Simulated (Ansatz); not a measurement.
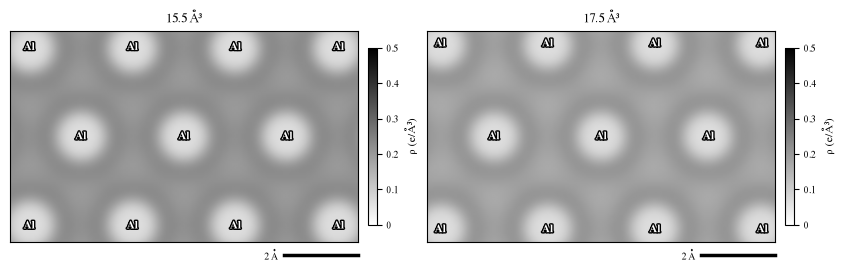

Al. The valence electron density of cells scaled evenly to different volumes (given per atom above each panel), on the (010) plane of each (indices in the axes of the cell below), at one length scale and on one colour scale.

Computed without spin polarisation.

Level of theory: Ansatz, DFT PBE, scalar-relativistic, plane waves, PAW.

Core electrons are frozen (PAW), and the valence fields are smoothed inside the atomic spheres.

The largest cell:

```
CELL_PARAMETERS angstrom
0.00000 2.06036 2.06036
2.06036 0.00000 2.06036
2.06036 2.06036 0.00000
ATOMIC_POSITIONS crystal
Al 0.00000 0.00000 0.00000
```

| volume (Å³/atom) | Al–Al contact in the plane (Å) | ρ at its midpoint (e/Å³) | pressure (GPa) | 
| --- | --- | --- | --- |
| 15.51 | 2.799 | 0.218 | 5.4 | 
| 16.50 | 2.858 | ? | ? | 
| 17.49 | 2.914 | 0.189 | −4.0 | 

Question: What values belong in the row with question marks?

Answer: Over the known rows ln ρ falls by 1.24 per Å of Al–Al distance (the line through the two), which gives 0.203 e/Å³ at 2.858 Å; the calculation gives 0.202 e/Å³. For the pressure, a straight line in volume between the neighbouring rows gives 0.7 GPa; the calculation gives 0.0, lower because pressure rises ever faster on compression.
